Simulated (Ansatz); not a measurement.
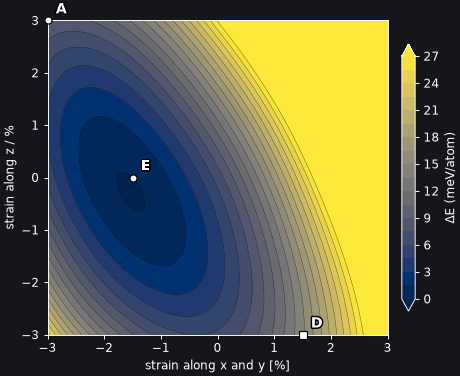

TiSi (Cmmm, No. 65; 2 atoms in the cell). The cell is strained homogeneously, by one strain along x and y and another along z, with fractional coordinates fixed (x along [1 0 0], z along [0 0 1] of the conventional cell). First axis: strain along x and y. Second axis: strain along z. The grid has 5 × 5 points. Points are written as (first, second). Energies: meV/atom, counted from the lowest grid point. The reference cell is the one listed in the database, not relaxed at this level. All numbers below come from DFT PBEsol, scalar-relativistic, plane waves, PAW (Ansatz). Settings: cutoff 420 eV, k-mesh 18×18×12 in the order of the run's cell vectors, gaussian smearing 0.15 eV, no spin polarisation.

The picture shows filled contours, one colour for all values above the top of the scale, lettered points. Between grid points the surface is interpolated.

Rank the lettered points by energy, lowest first.

E (0.0 meV/atom), A (9.1 meV/atom), D (14.7 meV/atom).
